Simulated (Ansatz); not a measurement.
A periodic structure is given below.

```
Fe O
1.0
     3.20421    0.00000    0.00000
     0.00000    3.20421    0.00000
     0.00000    0.00000    4.16678
Fe O
2 2
Direct
  0.00000 0.00000 0.00000
  0.50000 0.50000 0.50000
  0.00000 0.00000 0.50000
  0.50000 0.50000 0.00000
```

> Work out the structure from the coordinates.

Formula: FeO. It belongs to space group I4/mmm (No. 139) and has a body-centred tetragonal lattice. Cell content 2 Fe, 2 O; Z = 2. Fe is coordinated by six O in a distorted octahedral arrangement at 2.08 to 2.27 Å. The neighbours of O are six Fe in a distorted octahedral arrangement at 2.08 to 2.27 Å. The bonds build a three-dimensional framework.

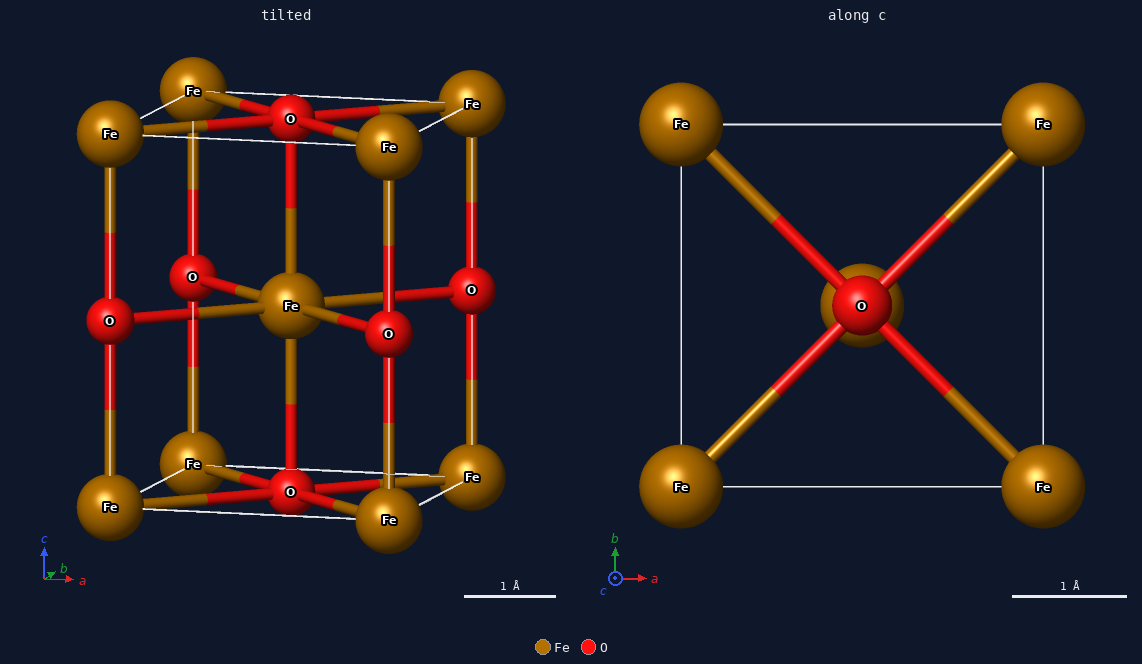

Shown here is a ball-and-stick view of the crystal, taken slightly off an axis and along the c axis. The parallelepiped is the conventional unit cell. Colours: iron orange, oxygen red.

Starting structure: a structure listed in the Materials Project. Earlier steps of the study may have refined or changed the cell and positions. A calculation with Ansatz used it as input.

At this level of theory the cell isn't at rest (stretched, at -9 GPa), so its distances can differ from those at equilibrium, the more so the softer the solid.
